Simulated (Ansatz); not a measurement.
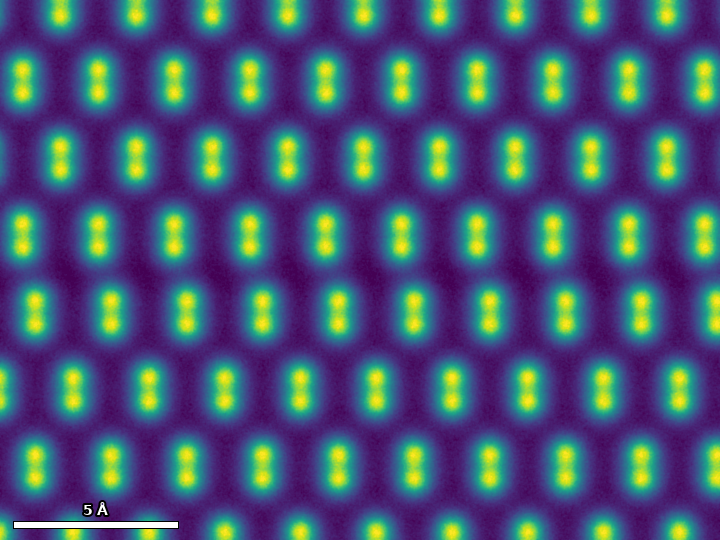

iDPC-like image of Ir (P6_3/mmc, No. 194) along [101]. Simulated as the projected potential of neutral atoms (B = 0.5 Å²) blurred by a 0.50 Å probe, the thin-sample limit of integrated differential phase contrast. The display is stretched by a gamma of 0.8; percentages refer to the linear signal. Shot noise was added.

One planar defect was built into the perfect crystal by geometry alone, without relaxation. Host structure: the geometry relaxed with DFT, PBEsol, plane waves (420 eV) with PAW, scalar-relativistic (Ansatz); the starting structure was generated, so it need not be a known form of this composition.

Where does the periodic pattern break, and how?

A planar fault (a stacking fault) runs horizontally about 8 Å below the top edge. The part above it is shifted along the boundary by 1/3 of the 2.31 Å repeat of the rows (0.8 Å to the right, the same as 1.5 Å to the left); both parts keep the same orientation.
